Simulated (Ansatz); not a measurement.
# Energy of Cd along a strain of the cell

System: Cd (P6₃/mmc, 2 atoms in the cell).
Method: DFT, PBE, all-electron LAPW, scalar-relativistic, no spin polarisation (Ansatz 0.2.0).

The 6 runs differ only in the geometry, by a strain of the cell at fixed fractional positions. Against run 4, the strain is εzz = η. The structure derives from an entry of the Crystallography Open Database.

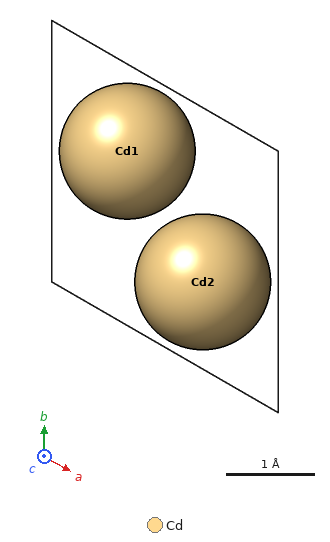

Figure 1. The structure of run 4 (spheres-only view of the cell of the calculation, along the c axis; atoms are numbered from 1 in the order of the input).

### Input of run 4
```yaml
crystal:
  lattice:
    - [2.9788725081, 0.0, 0.0]
    - [-1.489436254, 2.5797792666, 0.0]
    - [0.0, 0.0, 5.6738265]
  atoms:
    - { symbol: Cd, position: [0.3333333333, 0.6666666667, 0.25] }
    - { symbol: Cd, position: [0.6666666667, 0.3333333333, 0.75] }
kpoints:
  mp_grid: { grid: [14, 14, 7] }
  band_path:
    path:
      - [0.0, 0.0, 0.0]
      - [0.5, 0.0, 0.0]
      - [0.3333333333, 0.3333333333, 0.0]
      - [0.0, 0.0, 0.0]
      - [0.0, 0.0, 0.5]
      - [0.5, 0.0, 0.5]
      - [0.3333333333, 0.3333333333, 0.5]
      - [0.0, 0.0, 0.5]
      - [0.5, 0.0, 0.5]
    npoints: 5
scf:
  occupations: { method: fermi_dirac, width: 0.05 }
hamiltonian:
  xc: pbe
  pseudopotentials: { kind: all_electron, lapw: { basis_error: 0.00025 } }
output:
  forces: true
  stress: true
  eigenvalues: true
```

Command:
```bash
ansatz run input.yaml --threads 1 --pin off --max-ram 3072MiB --backend cpu --events-out ev --progress --plain --runs-dir out
```

Lattice vectors (Å) and fractional positions of run 4:
```
   2.978873    0.000000    0.000000
  -1.489436    2.579779    0.000000
   0.000000    0.000000    5.673826
Cd  0.333333  0.666667  0.250000
Cd  0.666667  0.333333  0.750000
```

Run 5 differs from it as follows:
```diff
-    - [0.0, 0.0, 5.6738265]
+    - [0.0, 0.0, 5.730003]
```

### Results, with one run withheld

```csv
run,strain parameter η (%),"free energy per atom, from the lowest run given (meV)",pressure (GPa)
1,−3.9604,16.91,4.48
2,−2.9703,12.30,3.96
3,−1.9802,8.42,3.46
4,0.0000,2.88,2.57
5,0.9901,?,?
6,1.9802,0.00,1.79
```

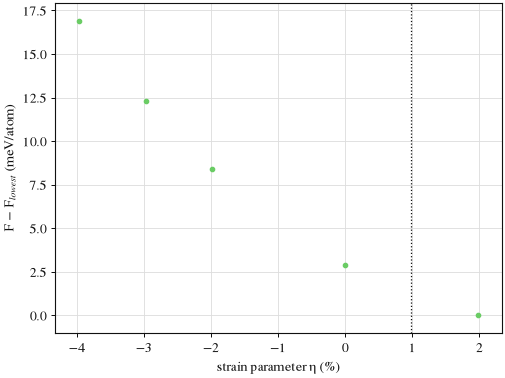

Figure 2. Free energy per atom of the runs given; the dotted line marks run 5.

What should run 5 give?

A cubic polynomial in the coordinate, fitted to the 5 runs given, misses them by at most 0.01 meV per atom. With x = η + 1.3861, it reads F = 6.4676 − 3.0847 x + 0.36396 x² − 0.0054339 x³ (meV per atom). At run 5 it gives 1.12 meV per atom, and the run itself gives 1.17. The fit has no minimum inside this range.

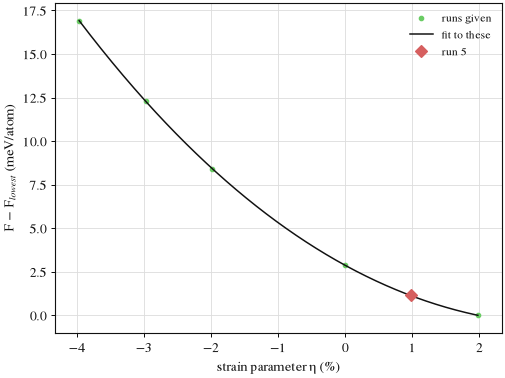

Figure 3. The fit and the withheld run.

### Output, shortened to warnings, some set-up lines, iterations and results (run 5)
```
Basis set: ecut = 258.23391781070046 eV, 411 PW (Γ), exchange–correlation at level 2
Symmetry: 24 space group operations
k-points: 96 of 1372
Initial density: superposition of atomic densities (chi_scale 0.1, normalization cell)
[...]
SCF iter   1: F=—  HF=-304470.967198 eV  |F-HF|=—  |Δ(HF+E_count)|=         —  Δρ=1.36e-2  dr2=6.27e-2  ethr=1.56e-4  ⟨swp⟩=3.0  Hψ=15711  notcnv=0
SCF iter   2: F=—  HF=-304470.868270 eV  |F-HF|=—  |Δ(HF+E_count)|=   9.89e-2  Δρ=7.29e-3  dr2=2.24e-2  ethr=1.56e-4  ⟨swp⟩=2.0  Hψ=7008  notcnv=0
SCF iter   3: F=—  HF=-304470.862381 eV  |F-HF|=—  |Δ(HF+E_count)|=   5.89e-3  Δρ=5.59e-3  dr2=1.39e-2  ethr=5.60e-5  ⟨swp⟩=2.0  Hψ=6648  notcnv=0
SCF iter   4: F=—  HF=-304470.862530 eV  |F-HF|=—  |Δ(HF+E_count)|=   1.50e-4  Δρ=2.16e-3  dr2=2.58e-3  ethr=3.49e-5  ⟨swp⟩=2.0  Hψ=6647  notcnv=0
SCF iter   5: F=—  HF=-304470.863568 eV  |F-HF|=—  |Δ(HF+E_count)|=   1.04e-3  Δρ=4.21e-4  dr2=9.29e-5  ethr=2.33e-7  ⟨swp⟩=2.0  Hψ=11438  notcnv=0
SCF iter   6: F=—  HF=-304470.863594 eV  |F-HF|=—  |Δ(HF+E_count)|=   2.67e-5  Δρ=1.22e-4  dr2=6.87e-6  ethr=2.32e-7  ⟨swp⟩=2.1  Hψ=6652  notcnv=0
SCF iter   7: F=—  HF=-304470.863595 eV  |F-HF|=—  |Δ(HF+E_count)|=   7.46e-7  Δρ=2.99e-5  dr2=6.38e-7  ethr=1.72e-8  ⟨swp⟩=2.2  Hψ=6667  notcnv=0
SCF iter   8: F=-304470.863595 eV  HF=-304470.863595 eV  |F-HF|=3.32e-9  |Δ(HF+E_count)|=   2.94e-8  Δρ=8.58e-6  dr2=3.71e-8  ethr=1.59e-9  ⟨swp⟩=2.0  Hψ=6650  notcnv=0
SCF 1 converged in 8 iterations: F = -304470.863595 eV  dr2 = 3.71e-8
NSCF: frozen V_eff on 41 k-points
SCF converged after 8 iterations
Free energy (F): -304470.863595 eV
Harris-Foulkes:  -304470.863595 eV  (|F-HF|=3.32e-9)
Internal energy: -304470.856610 eV  (E = F + TS)
E sigma→0 (E₀):  -304470.860103 eV
Entropy (-TS):   -0.006985 eV (-3.493 meV/atom)
Fermi energy:    15.501881 eV
--- Per-component energies (eV) ---
  E_band       = -757.992026
  E_kinetic    = 318954.110190
  E_xc         = -8419.375346
  E_electrostatic = -615005.591454  (all electrons and nuclei)
  E_smearing   = -0.006985  (= −TS)
  E_closure    = 0.000000  (closes the sum)
  E_atoms      = -304469.393213  (free atoms, spherical and without spin; not in F)
  Σ components = -304470.863595   (vs F -304470.863595, Δ=0.00e0)
  Basis errors (estimates in eV, not in F): energy 7.0e-5 per atom: plane waves 6.5e-5 (3.4e-5 summed), levels above the bands 1.6e-49, relativity 4.4e-9, radial functions 5.4e-6, core shells 6.4e-8; eigenvalues (radial functions only) 1.8e-6; not estimated: angular momenta, meshes, grids; target …
--- Forces (eV/Å), atoms counted from 1 ---
  atom   1  Cd     0.00000000    -0.00000000     0.00000000
  atom   2  Cd    -0.00000000     0.00000000     0.00000000
  max |Σ_I F_I| component: 4.63e-18 eV/Å
--- Stress (GPa, compression-positive) ---
        2.730753       0.000000       0.000000
        0.000000       2.730753       0.000000
        0.000000       0.000000       1.050726
  P = ⅓ Tr σ = 2.1707 GPa (21.707 kbar)
```
